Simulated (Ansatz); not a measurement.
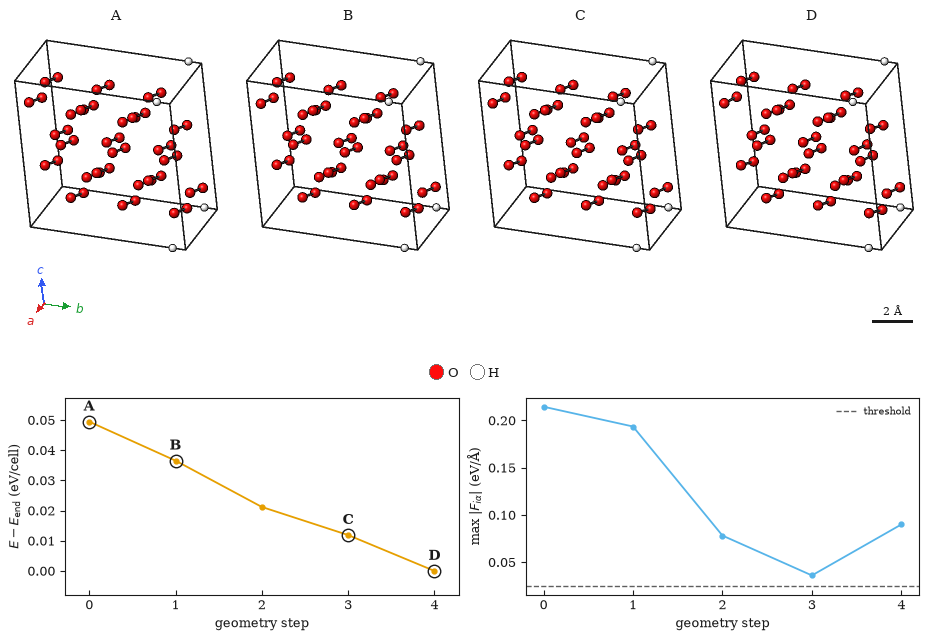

Frames of a relaxation of a defect cell of composition HO48, marked on the history of the run. A ball-and-stick model of the cell of the calculation, seen slightly off an axis.

Case: H interstitial, charge +0, atoms relaxed at the host's cell.

These are results of DFT PBE+D3(BJ), scalar-relativistic, plane waves, PAW (Ansatz), not measurements. Settings: plane-wave cutoff 420 eV; k-point mesh 2 × 2 × 2; occupations gaussian; smearing width 0.01 eV; collinear spin; atoms relaxed in a fixed cell; force threshold 0.025 eV/Å; at most 45 steps.

Describe the path.

Answer. The run was cut off at its time limit before the relaxation converged, so the last structure is only a point on the way. The largest moves, 0.12 Å, are those of O atoms. H stays in place. The lattice vectors keep their values. After 4 geometry steps the energy has fallen by 49.5 meV per cell of the calculation. The largest force component goes from 0.21 to 0.09 eV/Å. The program noted that the starting moments weren't kept. Cost: 6.9 min on 4 threads of Arm Neoverse V2 (shared host), peak memory 3 GiB. From step 0 to 1: O atoms move most (0.07 Å), energy −12.9 meV per cell of the calculation. From step 1 to 3: O atoms move most (0.03 Å), energy −24.7 meV per cell of the calculation. From step 3 to 4: O atoms move most (0.06 Å), energy −11.9 meV per cell of the calculation.

```
step  E − E(0), meV/atom  largest force component, eV/Å
   0                0.00                         0.2146
   1               -0.26                         0.1936
   2               -0.58                         0.0782
   3               -0.77                         0.0361
   4               -1.01                         0.0900
```
